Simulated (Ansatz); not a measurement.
Given this structure, the input geometry of an electronic-structure calculation (not necessarily at equilibrium); the starting structure was generated, so it need not be a known form of this composition, written in its standard cell:

Space group C2/c (No. 15). a = 2.810 Å, b = 8.632 Å, c = 2.844 Å, α = 90.00°, β = 90.62°, γ = 90.00°
| atom | site | symmetry | x | y | z |
| --- | --- | --- | --- | --- | --- |
| Al | 4e | 2 | 0.5000 | 0.8638 | 0.7500 |

Q: Predict the [010] zone-axis pattern (200 kV, kinematic, B = 1 Å²).

A: The spots form an oblique net (close to square) whose two shortest vectors correspond to d = 1.42 Å and 1.40 Å, 89.4° apart. They are 0 0 2 and 2 0 0. The pattern has symmetry 2 (to the eye close to 4mm). The lattice centring (C) removes all reflections that break h + k = 2n; a glide plane extinguishes reflections such as 0 0 1, 2 0 -1, 2 0 1.

Strongest reflections with d > 0.80 Å, one of each family (|F|² from tabulated Gaussian fits of the electron scattering factors, times a small damping for the curvature of the Ewald sphere):

| hkl | d (Å) | I (strongest = 100) |
| --- | --- | --- |
| 0 0 2 | 1.422 | 100 |
| 2 0 0 | 1.405 | 96 |
| 2 0 -2 | 1.005 | 31 |
| 2 0 2 | 0.994 | 30 |

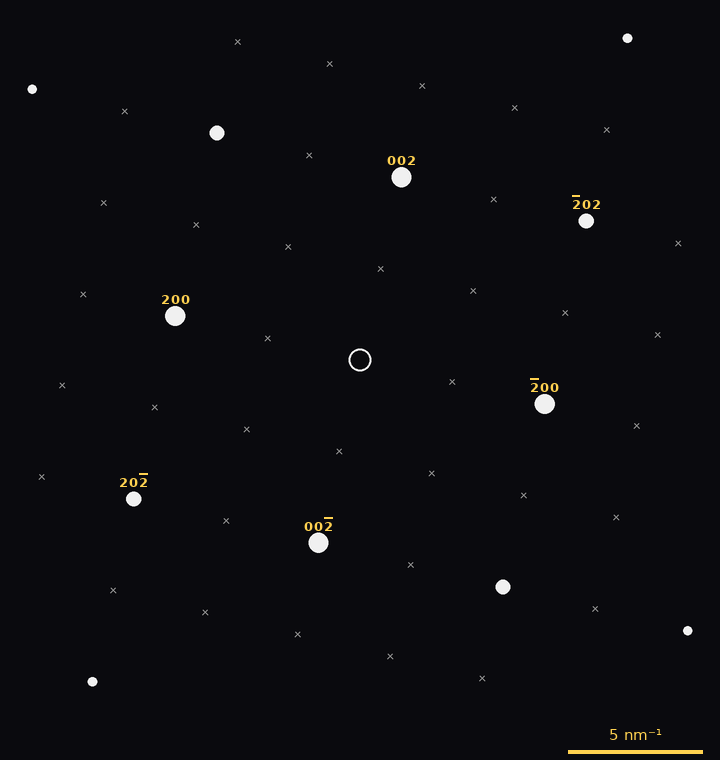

Calculated pattern, seen from the source side with [010] pointing towards the source; crosses mark the places of extinct reflections.
